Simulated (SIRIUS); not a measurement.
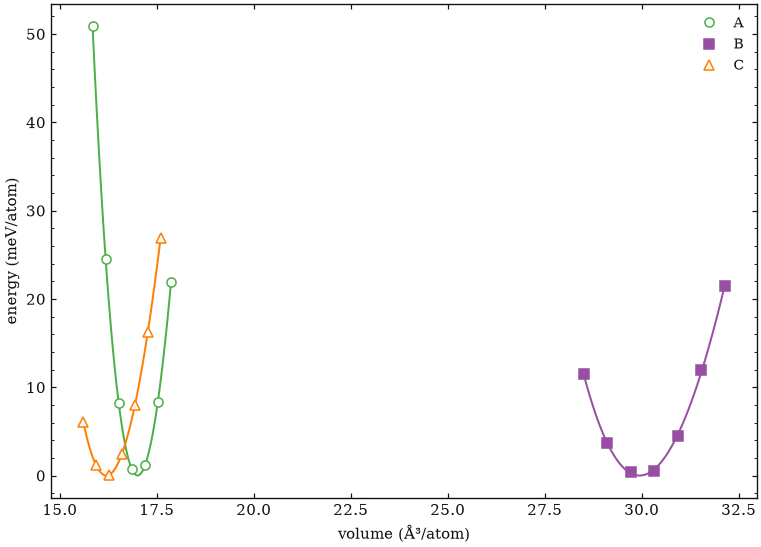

Plotted: energy against volume, with one curve for each element, for Al, Au and Pb (all in space group Fm-3m (No. 225)). The labels are replaced by letters.

Computed with SIRIUS 7.12.0: all-electron LAPW DFT, no spin polarisation; energies at scaled volumes of the given cell, shape and fractions fixed, counted from the fit's minimum, third-order Birch-Murnaghan fit. Level: PBEsol.

| setting | value |
| --- | --- |
| occupations | Fermi–Dirac |
| smearing width | 0.05 eV |
| potentials | all electron FP LAPW |

### Which letter stands for which compound?

A: Au; B: Pb; C: Al.

Keep in mind: spin-orbit coupling left out, heavy elements (Au, Pb).
